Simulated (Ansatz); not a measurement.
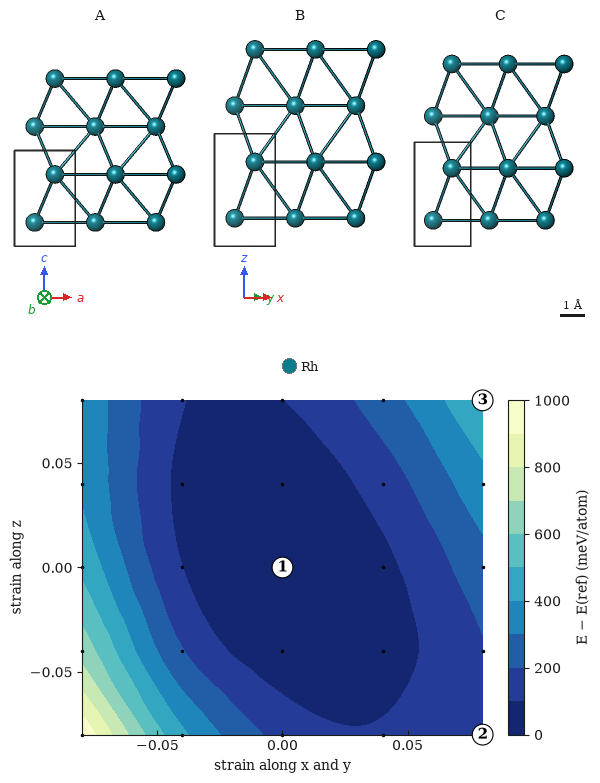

Crystalline Rh (P6_3/mmc): the cell is strained equally along x and y and separately along z, with the atoms kept at their fractional coordinates. x, y and z are the Cartesian axes of the input. The map is interpolated between the computed points (dots). The frames are shuffled; each belongs to one numbered point. The picture is a ball-and-stick view of the cell of the calculation, repeated 3 × 2 × 2 with one cell outlined, seen along the b axis.

All numbers below come from Ansatz 0.2.0, DFT r2SCAN, scalar-relativistic, plane waves, PAW. Settings: plane-wave cutoff 500 eV; k-point mesh 24 × 24 × 14; occupations gaussian; smearing width 0.15 eV; no spin polarisation. Energies (free energies at the smearing named) are counted from the relaxed crystal.

Question: Which frame belongs to which numbered point?

Answer: Point 1 is frame C, at (0.000, 0.000) and 0 meV/atom; 2 is frame A, at (0.080, −0.080) and 191 meV/atom; 3 is frame B, at (0.080, 0.080) and 498 meV/atom. In pairs of (strain along x and y; strain along z): the lowest computed point lies at (0.000, 0.000) (0 meV/atom), the highest at (−0.080, −0.080) (977 meV/atom). The valley is tilted: raising the in-plane strain is made harder by raising the strain along z (cross term 0.49 of the geometric mean of the two curvatures). Over the ranges scanned the energy rises more along the first axis, the in-plane strain. The pressure runs from −35.0 GPa at (0.080, 0.080) to 131.6 GPa at (−0.080, −0.080).
